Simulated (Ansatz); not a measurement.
Sr

The calculation's input:

```
crystal:
  lattice:
    - [-2.51295475, 2.51295475, 2.51295475]
    - [2.51295475, -2.51295475, 2.51295475]
    - [2.51295475, 2.51295475, -2.51295475]
  atoms:
    - { symbol: Sr, position: [0.0, 0.0, 0.0] }
basis:
  ecutwfc: 420
kpoints:
  mp_grid: { grid: [12, 12, 12] }
hamiltonian:
  xc: pbesol
scf:
  occupations: { method: gaussian, width: 0.1 }
output:
  forces: true
  stress: true
  eigenvalues: true
  populations: true
  write_density: true
  write_potential: true
  elf: true
  volumetric_format: npy
```

Run with:

```sh
ansatz run input.yaml --threads 1 --pin off --max-ram 1331MiB --backend cpu --events-out ev --progress --plain --runs-dir out
```

Below, planes, directions and counts refer to the conventional cell (a = 5.03 Å, b = 5.03 Å, c = 5.03 Å, α = 90.00°, β = 90.00°, γ = 90.00°).

Space group Im-3m; changed on purpose from its base cell (strained and moved within the space group).

Theory: Ansatz, DFT PBEsol, scalar-relativistic, plane waves, PAW.

What will maps of the valence pseudo-density and electron localisation function show?

Answer. Sr–Sr (4.35 Å): the density is about 0.04 e/Å³ at the midpoint; the ELF is about 0.30 at the midpoint; no localised pair shows between them.

Does the calculation make it a metal, or give it a gap?

Answer. It is gapless in this calculation (a metal or semimetal).

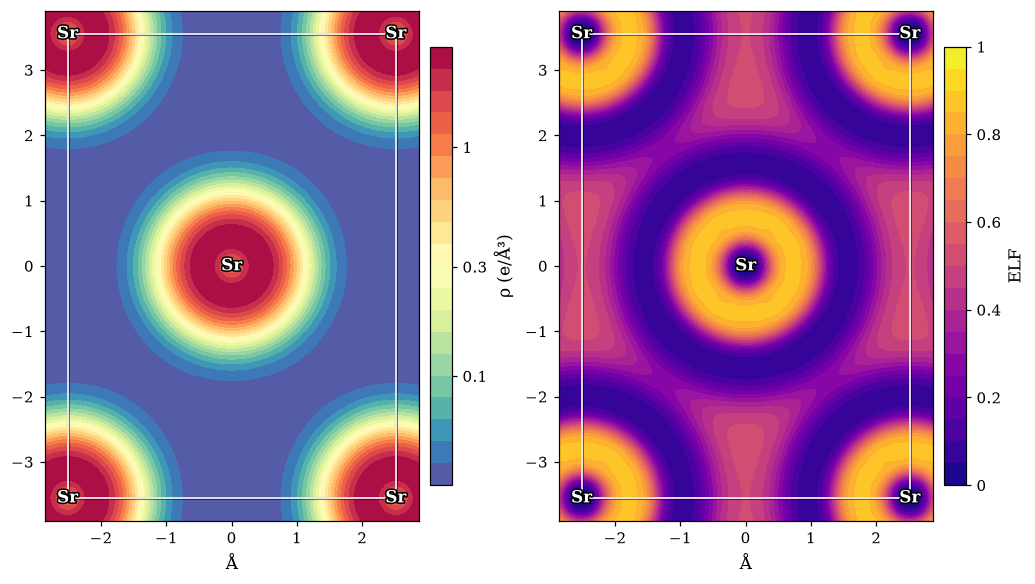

Computed valence pseudo-density and electron localisation function on the (110) plane of the conventional cell, in this order. 

Core electrons are frozen (PAW), and the valence fields are smoothed inside the atomic spheres.
